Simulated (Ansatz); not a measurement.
WS$_{2}$

Input file:

```
crystal:
  lattice:
    - [3.2254095325, 0.0, 0.0]
    - [-1.6127047662, 2.7932865927, 0.0]
    - [0.0, 0.0, 17.1736373894]
  atoms:
    - { symbol: W, position: [0.0, 0.0, 0.0] }
    - { symbol: S, position: [0.3333333333, 0.6666666667, 0.09200051] }
    - { symbol: S, position: [0.3333333333, 0.6666666667, 0.90799949] }
hamiltonian:
  xc: lda
  pseudopotentials: { kind: paw }
kpoints:
  mp_grid: { grid: [10, 10, 2] }
scf:
  occupations: { method: fermi_dirac, width: 0.05 }
output:
  forces: true
  stress: true
  eigenvalues: true
  write_density: true
  write_potential: true
  elf: true
  volumetric_format: npy
```

Run with:

```sh
ansatz run input.yaml --threads 2 --pin off --max-ram 5632MiB --backend cpu --events-out ev --progress --plain --runs-dir out
```

Below, planes, directions and counts refer to the conventional cell (a = 3.23 Å, b = 3.23 Å, c = 17.17 Å, α = 90.00°, β = 90.00°, γ = 120.00°).

Space group P-6m2; a structure from a database of computed crystals, not necessarily the ambient phase; not relaxed (largest force 1.0 eV/Å); computed pressure about −4 GPa in this cell.

Computed with Kohn-Sham DFT of a periodic cell, LDA, Ansatz PAW (Ansatz 0.2.0).

Q: What will maps of the valence pseudo-density and electron localisation function show?

A: W–S (2.44 Å): ρ at the midpoint is about 0.59 e/Å³; the ELF peaks at about 0.85 in the valence shell of S, 0.8 Å from its nucleus, and is about 0.50 at the midpoint.

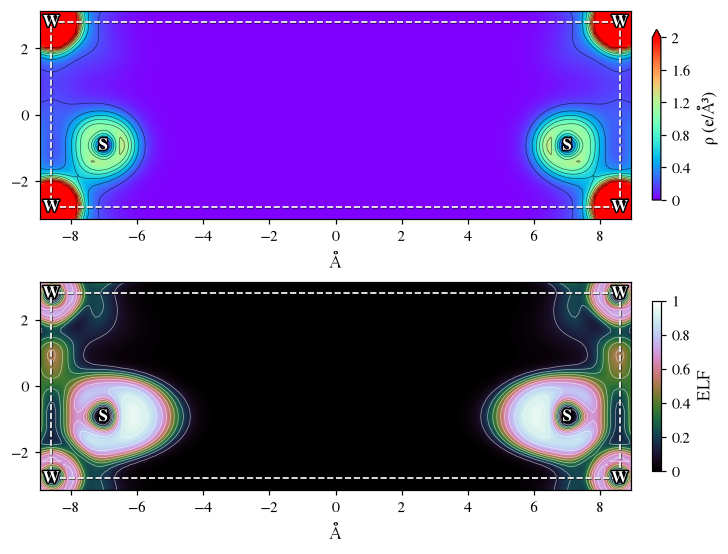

Computed valence pseudo-density and electron localisation function on the (110) plane of the conventional cell, in this order. 

In a PAW calculation such maps are meaningful between the atoms, not at the nuclei.
